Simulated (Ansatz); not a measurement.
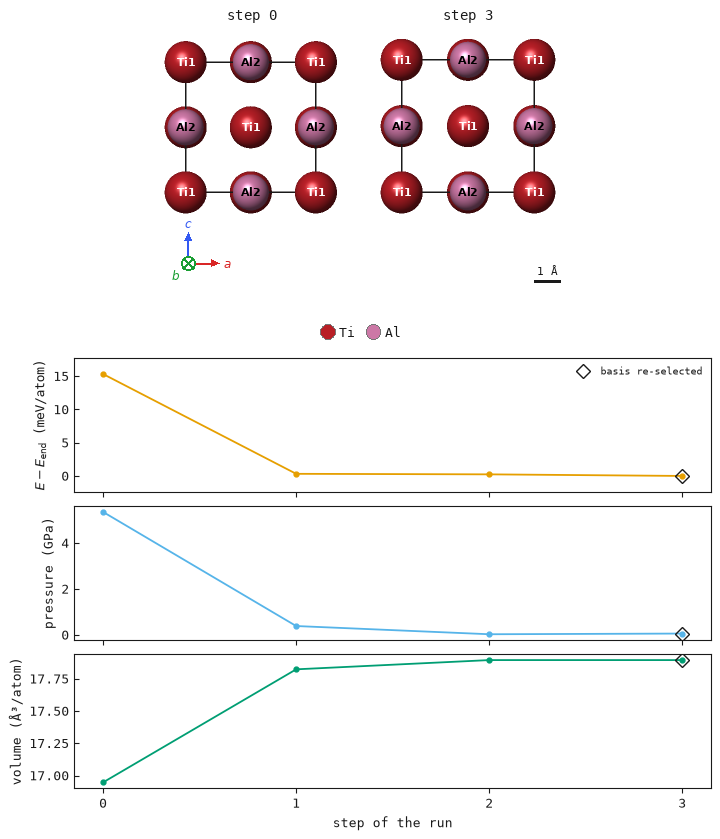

First and last geometry of a relaxation of a crystal of TiAl (a generated structure, set up in Fm-3m), with the history of the run. The picture is a spheres-only view of the conventional cell (4 times the calculation's cell), seen along the b axis. Lengths and directions refer to the drawn axes.

Case: B → Al, Zr → Ti on all its sites, cell and atoms relaxed.

Computed with DFT PBEsol, scalar-relativistic, plane waves, PAW in Ansatz.

The input:
```yaml
crystal:
  lattice:
    - [0.0, 2.5686142692, 2.5686142692]
    - [2.5686142692, 0.0, 2.5686142692]
    - [2.5686142692, 2.5686142692, 0.0]
  atoms:
    - { symbol: Ti, position: [0.0, 0.0, 0.0] }
    - { symbol: Al, position: [0.5, 0.5, 0.5] }
basis:
  ecutwfc: 420
kpoints:
  mp_grid: { grid: [14, 14, 14] }
hamiltonian:
  xc: pbesol
scf:
  occupations: { method: gaussian, width: 0.1 }
output:
  forces: true
  stress: true
  eigenvalues: true
relax:
  adjacent_minimum: "off"
  f_tol: 0.01
  max_steps: 60
  cell: { stress_tol: 0.1 }
```

> What do the curves and the structures tell?

It converged. No atom moves by more than 0.005 Å relative to the cell. The drawn cell changes as follows: a = b = c 5.137 → 5.231 Å (+1.8 %); the volume changes by +5.6 %. Among the contacts that change: Ti1–Al2 2.569 → 2.616 Å. The space group stays Fm-3m (No. 225). Over 2 accepted moves (3 points after the start) the energy falls by 15.3 meV per atom. All forces vanish by symmetry, so only the cell relaxes. Pressure: 5.35 GPa at the start and 0.06 GPa at the end. At 1 point the geometry stayed and the basis and grid were re-selected for the new cell (energy shift of 0.2 meV per atom at most each time). The run took of the order of 8 core-seconds on a shared host.
